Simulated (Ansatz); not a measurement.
Geometry relaxation of Ge8S7 (part 1 of 3)

The run: geometry relaxation of Ge8S7 (15 atoms in the cell). Method and program: DFT PBEsol, scalar-relativistic, plane waves, PAW, no spin polarisation (Ansatz 0.2.0).

The structure was built on a prototype by a generator; it need not be a known phase. It belongs to a series of runs on one base structure; here: 1 of 8 S atoms taken out at random. Figures and captions count atoms from 1; the log counts them from 0 in places.

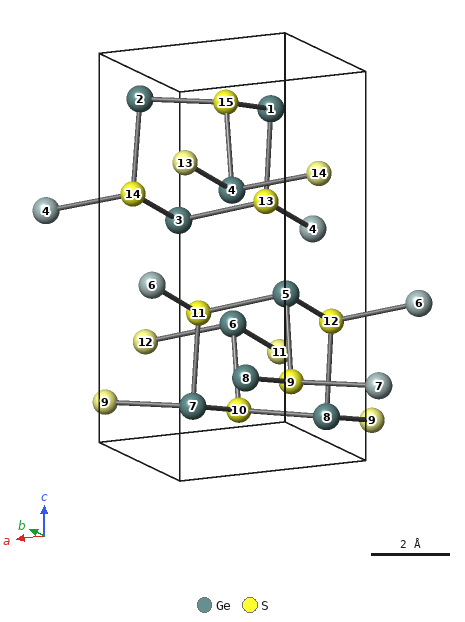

*The starting structure (ball-and-stick view of the cell of the calculation, seen at an oblique angle; neighbours outside the cell are drawn fainter; atoms are numbered from 1 in the order of the input).*

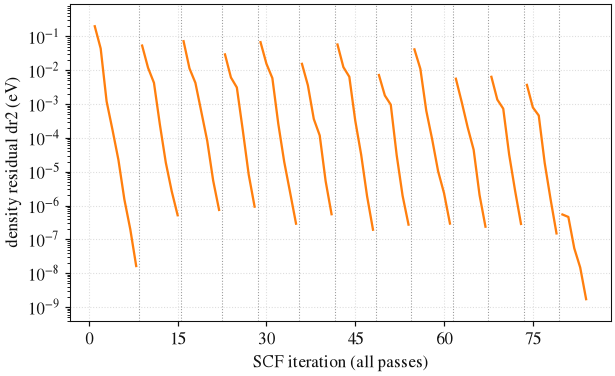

*Convergence of the self-consistent field: density residual dr2 against the SCF iteration. The dotted lines part the SCF passes of the relaxation: geometry steps, rejected trials and re-solves on a re-selected basis.*

The 13 passes take 5 to 8 iterations each, 84 in all.

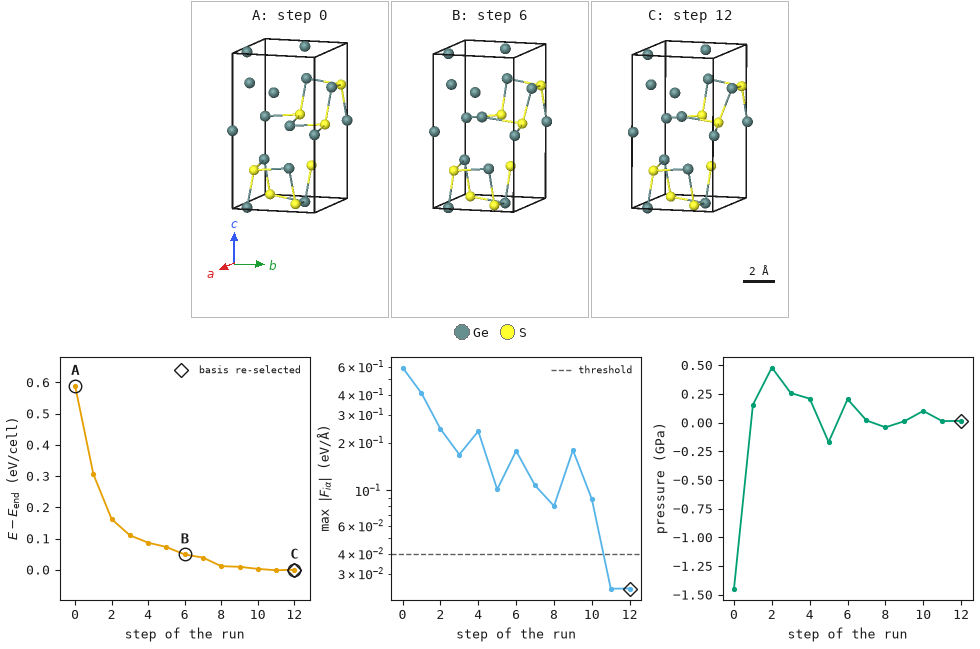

*Frames of the relaxation (ball-and-stick view of the cell of the calculation (origin shifted), seen slightly off an axis) above the curves, on which the letters mark them (the first geometry is step 0 here and step 1 in the log).*

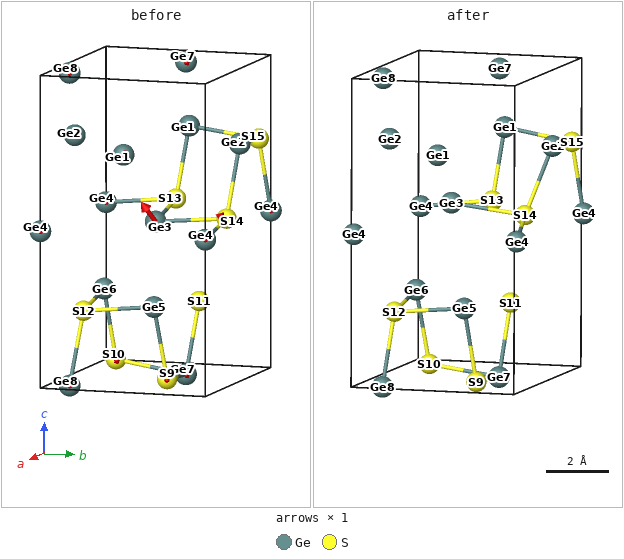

*Before (left) and after (right) the relaxation, at one scale (ball-and-stick view of the cell of the calculation (origin shifted), seen slightly off an axis). The red arrows give the displacements (without the part carried along by the change of the cell), at true length.*

The largest move relative to the cell is that of Ge3, 0.86 Å. Largest moves by element: Ge 0.86 Å, S 0.39 Å. Cell: a 5.535 → 5.486 Å (−0.9 %), b 5.535 → 5.448 Å (−1.6 %), c 10.293 → 10.168 Å (−1.2 %), α 90.0° → 89.6°, β 90.0° → 89.6°, γ 97.1° → 98.6°. Volume −4.0 %. Among the contacts that change: Ge3–S13 3.135 → 2.426 Å, Ge1–S9 3.191 → 2.944 Å, Ge2–S10 3.166 → 3.001 Å, Ge6–S10 2.404 → 2.521 Å. New bonds form: Ge3–S13 (3.14 → 2.43 Å). Among the angles that change: Ge1–S15–Ge2 96.3° → 101.3°, S10–Ge2–S14 163.5° → 167.7°, S9–Ge7–S10 96.8° → 92.7°. The space group stays P1 (No. 1). Over 11 geometry steps the energy falls by 0.590 eV per cell of the calculation. The largest force component goes from 0.59 to 0.024 eV/Å. The pressure goes from −1.45 to 0.02 GPa. A last SCF at the same geometry on a re-selected plane-wave basis shifts the energy by +1.5 meV per cell of the calculation. (Atoms are counted from 1 in the order of the input.)

The input that produced these results follows, with the program's output.

### Input file
```yaml
crystal:
  lattice:
    - [0.0, -3.664300454, -4.1479579381]
    - [0.0, -3.664300454, 4.1479579381]
    - [-10.2933949498, 0.0, 0.0]
  atoms:
    - { symbol: Ge, position: [0.3204563539, 0.4375784718, 0.8776962286] }
    - { symbol: Ge, position: [0.8068521499, 0.9375445237, 0.8790079097] }
    - { symbol: Ge, position: [0.8181116154, 0.432330096, 0.6174591483] }
    - { symbol: Ge, position: [0.3147875787, 0.9310202933, 0.6190277903] }
    - { symbol: Ge, position: [0.1825790042, 0.5670525176, 0.3815716338] }
    - { symbol: Ge, position: [0.6856468627, 0.0664422456, 0.3808252751] }
    - { symbol: Ge, position: [0.6852834095, 0.563514203, 0.1197382294] }
    - { symbol: Ge, position: [0.186384719, 0.0573176006, 0.1169214648] }
    - { symbol: S, position: [0.1294754658, 0.6254343289, 0.1475322729] }
    - { symbol: S, position: [0.6315308971, 0.1175441215, 0.1511680033] }
    - { symbol: S, position: [0.6287528348, 0.6210685415, 0.3506128551] }
    - { symbol: S, position: [0.1327420112, 0.1199779393, 0.353073728] }
    - { symbol: S, position: [0.3725406639, 0.3787492627, 0.648158602] }
    - { symbol: S, position: [0.8685966476, 0.8825544257, 0.6433965483] }
    - { symbol: S, position: [0.3703605339, 0.8795724897, 0.8529880392] }
  symmetry: { detect: false }
basis:
  ecutwfc: 420
kpoints:
  mp_grid: { grid: [3, 3, 2], shift: [0.0, 0.0, 0.5] }
hamiltonian:
  xc: pbesol
scf:
  occupations: { method: gaussian, width: 0.1 }
  lower_state_search: "off"
output:
  forces: true
  stress: true
  eigenvalues: true
relax:
  adjacent_minimum: "off"
  f_tol: 0.04
  max_steps: 50
  cell: { stress_tol: 0.3 }
```

Launch command:
```bash
ansatz run input.yaml --threads 4 --pin off --max-ram 9216MiB --backend cpu --events-out ev --progress --plain --runs-dir out
```

### The program's output
```
Engine: ansatz 0.2.0, x86_64-unknown-linux-gnu
Pseudopotentials: kind: paw
Pseudopotential: Ge, paw, valence charge 14, recommended cutoff 420 eV (normal), Ge.paw.azcp
Pseudopotential: S, paw, valence charge 6, recommended cutoff 420 eV (normal), S.paw.azcp
Functional definition: PBEsol
  exchange = pbesol_x
  correlation = pbesol_c
Crystal: 15 atoms, lattice volume = 312.906 Å³
Basis set: ecut = 420 eV, 6139 PW (Γ), exchange–correlation on 80×80×144 points (8 copies of the dense FFT grid, shifted against one another)
Bands: 93, of which v1, the nominal top of the filled ones, is band 77 counted from 1 (76 counted from 0)
Symmetry: 1 space group operations
k-points: 9 of 18 (time reversal used)
Non-local potential: Ge, projectors of the file, l = 0: 2, l = 1: 2, l = 2: 3, l = 3: 1
Non-local potential: S, projectors of the file, l = 0: 2, l = 1: 2, l = 2: 2
PAW form: soft (Blöchl's): semilocal exchange-correlation on the pseudo side does not see the compensation charge
PAW frozen core: Ge, regenerated for the run's functional, and the local potential with it (the file was generated under x = pbe(κ = 0.804, μ = 0.2195149727645171), c = pbe(β = 0.06672455060314922))
PAW frozen core: S, regenerated for the run's functional, and the local potential with it (the file was generated under x = pbe(κ = 0.804, μ = 0.2195149727645171), c = pbe(β = 0.06672455060314922))
PAW one-centre angular grid: Ge, 590 points (default); XC on 64 Gauss nodes
PAW one-centre angular grid: S, 110 points (default); XC on 64 Gauss nodes
Initial density: superposition of atomic densities (neutral atoms: chi_scale 0, normalization atom), corrected by the library's trained network
Initial wavefunctions: pseudopotential atomic-orbital guess
Functional: x = pbesol(κ = 0.804, μ = 0.12345679012345678), c = pbesol(β = 0.046)
SCF iter   1: F=—  HF=-40224.759303 eV  |F-HF|=—  |Δ(HF+E_count)|=         —  Δρ=5.66e-3  dr2=1.99e-1  ethr=1.77e-3  ⟨swp⟩=6.2  Hψ=3137  notcnv=0
preconditioner: auto → Resta (q_TF=auto, 2.424 Å⁻¹)  ε∞=3.0  [insulator: Δε(μ)=0.199 eV  Ē_g=18.407 eV  σ=0.100 eV  W_gap=0.83  n_scr=70 (ndim 8)  ℏωp=26.1 eV  f_vac=0.007  D(μ)=1.43/eV (n_scr^D=2)  ε∞_Penn≈3.0]
SCF iter   2: F=—  HF=-40224.715117 eV  |F-HF|=—  |Δ(HF+E_count)|=   4.42e-2  Δρ=2.77e-3  dr2=4.38e-2  ethr=1.29e-4  ⟨swp⟩=1.0  Hψ=963  notcnv=0
SCF iter   3: F=—  HF=-40224.705148 eV  |F-HF|=—  |Δ(HF+E_count)|=   9.97e-3  Δρ=5.58e-4  dr2=1.20e-3  ethr=2.85e-5  ⟨swp⟩=2.0  Hψ=1066  notcnv=0
SCF iter   4: F=—  HF=-40224.704836 eV  |F-HF|=—  |Δ(HF+E_count)|=   3.12e-4  Δρ=2.37e-4  dr2=1.71e-4  ethr=7.79e-7  ⟨swp⟩=2.0  Hψ=1446  notcnv=0
SCF iter   5: F=—  HF=-40224.704719 eV  |F-HF|=—  |Δ(HF+E_count)|=   1.17e-4  Δρ=6.82e-5  dr2=2.22e-5  ethr=1.11e-7  ⟨swp⟩=2.0  Hψ=1446  notcnv=0
SCF iter   6: F=—  HF=-40224.704638 eV  |F-HF|=—  |Δ(HF+E_count)|=   8.17e-5  Δρ=1.66e-5  dr2=1.52e-6  ethr=1.44e-8  ⟨swp⟩=2.0  Hψ=1020  notcnv=0
SCF iter   7: F=—  HF=-40224.704638 eV  |F-HF|=—  |Δ(HF+E_count)|=   3.59e-7  Δρ=5.90e-6  dr2=1.99e-7  ethr=9.88e-10  ⟨swp⟩=2.0  Hψ=1454  notcnv=0
SCF iter   8: F=-40224.704638 eV  HF=-40224.704638 eV  |F-HF|=8.63e-9  |Δ(HF+E_count)|=   4.64e-8  Δρ=1.48e-6  dr2=1.63e-8  ethr=6.49e-11  ⟨swp⟩=9.1  Hψ=3412  notcnv=0
SCF 1 converged in 8 iterations: F = -40224.704638 eV  dr2 = 1.63e-8
  greatest PAW one-centre occupation: 0.999 electrons in one spin orbital (limit 2), on the Ge atom at site 5 (counted from 0), in its partial waves of l = 2
relax step   1: F+E_penalty+E_count = -40224.70463781 eV  Δ(F+E_penalty+E_count) = +0.000e0 eV  max|allowed force component| = 5.921e-1 eV/Å  Δτ_max = 0.0000 Å  P = -1.446 GPa  Ω = 312.906 Å³  (8 SCF iters, dr2 threshold 1.00e-7 eV, accepted)
Crystal: 15 atoms, lattice volume = 298.652 Å³
Basis set: ecut = 420 eV, 5817 PW (Γ), exchange–correlation on 80×80×144 points (8 copies of the dense FFT grid, shifted against one another)
Initial density: handed on by an earlier stage of this run
Initial wavefunctions: those handed on with the density
iter 1 solved again at ethr=3.41e-5 eV; its pass at ethr=3.10e-3 eV (dr2=5.25e-2 eV) is discarded
SCF iter   1: F=—  HF=-40224.997122 eV  |F-HF|=—  |Δ(HF+E_count)|=         —  Δρ=4.16e-3  dr2=5.35e-2  ethr=3.41e-5  ⟨swp⟩=1.0  Hψ=3732  notcnv=0
preconditioner: auto → Resta (q_TF=auto, 2.443 Å⁻¹)  ε∞=3.1  [insulator: Δε(μ)=0.310 eV  Ē_g=18.540 eV  σ=0.100 eV  W_gap=0.97  n_scr=70 (ndim 8)  ℏωp=26.7 eV  f_vac=0.001  D(μ)=0.29/eV (n_scr^D=0)  ε∞_Penn≈3.1]
SCF iter   2: F=—  HF=-40224.988753 eV  |F-HF|=—  |Δ(HF+E_count)|=   8.37e-3  Δρ=2.10e-3  dr2=1.18e-2  ethr=3.41e-5  ⟨swp⟩=2.0  Hψ=991  notcnv=0
SCF iter   3: F=—  HF=-40224.987660 eV  |F-HF|=—  |Δ(HF+E_count)|=   1.09e-3  Δρ=1.03e-3  dr2=4.23e-3  ethr=7.63e-6  ⟨swp⟩=2.0  Hψ=953  notcnv=0
SCF iter   4: F=—  HF=-40224.987339 eV  |F-HF|=—  |Δ(HF+E_count)|=   3.20e-4  Δρ=2.15e-4  dr2=2.47e-4  ethr=2.75e-6  ⟨swp⟩=2.0  Hψ=970  notcnv=0
SCF iter   5: F=—  HF=-40224.987222 eV  |F-HF|=—  |Δ(HF+E_count)|=   1.17e-4  Δρ=7.08e-5  dr2=1.86e-5  ethr=1.60e-7  ⟨swp⟩=2.0  Hψ=1530  notcnv=0
SCF iter   6: F=—  HF=-40224.987219 eV  |F-HF|=—  |Δ(HF+E_count)|=   2.82e-6  Δρ=2.75e-5  dr2=2.64e-6  ethr=1.21e-8  ⟨swp⟩=2.0  Hψ=1530  notcnv=0
SCF iter   7: F=-40224.987220 eV  HF=-40224.987220 eV  |F-HF|=1.88e-7  |Δ(HF+E_count)|=   4.87e-7  Δρ=9.50e-6  dr2=5.17e-7  ethr=9.74e-10  ⟨swp⟩=5.7  Hψ=3105  notcnv=0
SCF 2 converged in 7 iterations: F = -40224.987220 eV  dr2 = 5.17e-7
[... from here on the iterations of each SCF are left out, up to the last one ...]
relax step   2: F+E_penalty+E_count = -40224.98721964 eV  Δ(F+E_penalty+E_count) = -2.826e-1 eV  max|allowed force component| = 4.086e-1 eV/Å  Δτ_max = 0.1949 Å  P = +0.156 GPa  Ω = 298.652 Å³  energy of the carried Pulay correction = +1.648e-3 eV  (7 SCF iters, dr2 threshold 1.50e-6 eV, accepted)
Crystal: 15 atoms, lattice volume = 294.169 Å³
Basis set: ecut = 420 eV, 5735 PW (Γ), exchange–correlation on 80×80×144 points (8 copies of the dense FFT grid, shifted against one another)
preconditioner: auto → Resta (q_TF=auto, 2.449 Å⁻¹)  ε∞=3.1  [insulator: Δε(μ)=0.467 eV  Ē_g=18.562 eV  σ=0.100 eV  W_gap=1.00  n_scr=70 (ndim 8)  ℏωp=26.9 eV  f_vac=0.000  D(μ)=0.01/eV (n_scr^D=0)  ε∞_Penn≈3.1]
SCF 3 converged in 7 iterations: F = -40225.130997 eV  dr2 = 7.43e-7
relax step   3: F+E_penalty+E_count = -40225.13099674 eV  Δ(F+E_penalty+E_count) = -1.438e-1 eV  max|allowed force component| = 2.436e-1 eV/Å  Δτ_max = 0.2000 Å  P = +0.480 GPa  Ω = 294.169 Å³  energy of the carried Pulay correction = +2.182e-3 eV  (7 SCF iters, dr2 threshold 1.50e-6 eV, accepted)
Crystal: 15 atoms, lattice volume = 295.670 Å³
Basis set: ecut = 420 eV, 5747 PW (Γ), exchange–correlation on 80×80×144 points (8 copies of the dense FFT grid, shifted against one another)
preconditioner: auto → Resta (q_TF=auto, 2.447 Å⁻¹)  ε∞=3.1  [insulator: Δε(μ)=0.592 eV  Ē_g=18.546 eV  σ=0.100 eV  W_gap=1.00  n_scr=70 (ndim 8)  ℏωp=26.8 eV  f_vac=0.000  D(μ)=0.00/eV (n_scr^D=0)  ε∞_Penn≈3.1]
SCF 4 converged in 6 iterations: F = -40225.182954 eV  dr2 = 9.27e-7
relax step   4: F+E_penalty+E_count = -40225.18295443 eV  Δ(F+E_penalty+E_count) = -5.196e-2 eV  max|allowed force component| = 1.680e-1 eV/Å  Δτ_max = 0.1949 Å  P = +0.258 GPa  Ω = 295.670 Å³  energy of the carried Pulay correction = +2.002e-3 eV  (6 SCF iters, dr2 threshold 1.50e-6 eV, accepted)
Crystal: 15 atoms, lattice volume = 296.703 Å³
Basis set: ecut = 420 eV, 5749 PW (Γ), exchange–correlation on 80×80×144 points (8 copies of the dense FFT grid, shifted against one another)
preconditioner: auto → Resta (q_TF=auto, 2.446 Å⁻¹)  ε∞=3.1  [insulator: Δε(μ)=0.570 eV  Ē_g=18.555 eV  σ=0.100 eV  W_gap=1.00  n_scr=70 (ndim 8)  ℏωp=26.8 eV  f_vac=0.001  D(μ)=0.00/eV (n_scr^D=0)  ε∞_Penn≈3.1]
SCF 5 converged in 7 iterations: F = -40225.206337 eV  dr2 = 2.91e-7
relax step   5: F+E_penalty+E_count = -40225.20633655 eV  Δ(F+E_penalty+E_count) = -2.338e-2 eV  max|allowed force component| = 2.356e-1 eV/Å  Δτ_max = 0.2000 Å  P = +0.209 GPa  Ω = 296.703 Å³  energy of the carried Pulay correction = +1.879e-3 eV  (7 SCF iters, dr2 threshold 1.50e-6 eV, accepted)
Crystal: 15 atoms, lattice volume = 298.104 Å³
Basis set: ecut = 420 eV, 5783 PW (Γ), exchange–correlation on 80×80×144 points (8 copies of the dense FFT grid, shifted against one another)
preconditioner: auto → Resta (q_TF=auto, 2.444 Å⁻¹)  ε∞=3.1  [insulator: Δε(μ)=0.590 eV  Ē_g=18.526 eV  σ=0.100 eV  W_gap=1.00  n_scr=70 (ndim 8)  ℏωp=26.7 eV  f_vac=0.001  D(μ)=0.00/eV (n_scr^D=0)  ε∞_Penn≈3.1]
SCF 6 converged in 6 iterations: F = -40225.220378 eV  dr2 = 5.54e-7
relax step   6: F+E_penalty+E_count = -40225.22037841 eV  Δ(F+E_penalty+E_count) = -1.404e-2 eV  max|allowed force component| = 1.015e-1 eV/Å  Δτ_max = 0.0927 Å  P = -0.170 GPa  Ω = 298.104 Å³  energy of the carried Pulay correction = +1.713e-3 eV  (6 SCF iters, dr2 threshold 1.50e-6 eV, accepted)
Crystal: 15 atoms, lattice volume = 298.370 Å³
Basis set: ecut = 420 eV, 5799 PW (Γ), exchange–correlation on 80×80×144 points (8 copies of the dense FFT grid, shifted against one another)
preconditioner: auto → Resta (q_TF=auto, 2.444 Å⁻¹)  ε∞=3.1  [insulator: Δε(μ)=0.697 eV  Ē_g=18.556 eV  σ=0.100 eV  W_gap=1.00  n_scr=70 (ndim 8)  ℏωp=26.7 eV  f_vac=0.001  D(μ)=0.00/eV (n_scr^D=0)  ε∞_Penn≈3.1]
SCF 7 converged in 7 iterations: F = -40225.244108 eV  dr2 = 1.93e-7
relax step   7: F+E_penalty+E_count = -40225.24410770 eV  Δ(F+E_penalty+E_count) = -2.373e-2 eV  max|allowed force component| = 1.771e-1 eV/Å  Δτ_max = 0.1912 Å  P = +0.204 GPa  Ω = 298.370 Å³  energy of the carried Pulay correction = +1.681e-3 eV  (7 SCF iters, dr2 threshold 6.43e-7 eV, accepted)
Crystal: 15 atoms, lattice volume = 298.098 Å³
Basis set: ecut = 420 eV, 5791 PW (Γ), exchange–correlation on 80×80×144 points (8 copies of the dense FFT grid, shifted against one another)
preconditioner: auto → Resta (q_TF=auto, 2.444 Å⁻¹)  ε∞=3.1  [insulator: Δε(μ)=0.718 eV  Ē_g=18.533 eV  σ=0.100 eV  W_gap=1.00  n_scr=70 (ndim 8)  ℏωp=26.7 eV  f_vac=0.002  D(μ)=0.00/eV (n_scr^D=0)  ε∞_Penn≈3.1]
SCF 8 converged in 6 iterations: F = -40225.254104 eV  dr2 = 2.73e-7
```
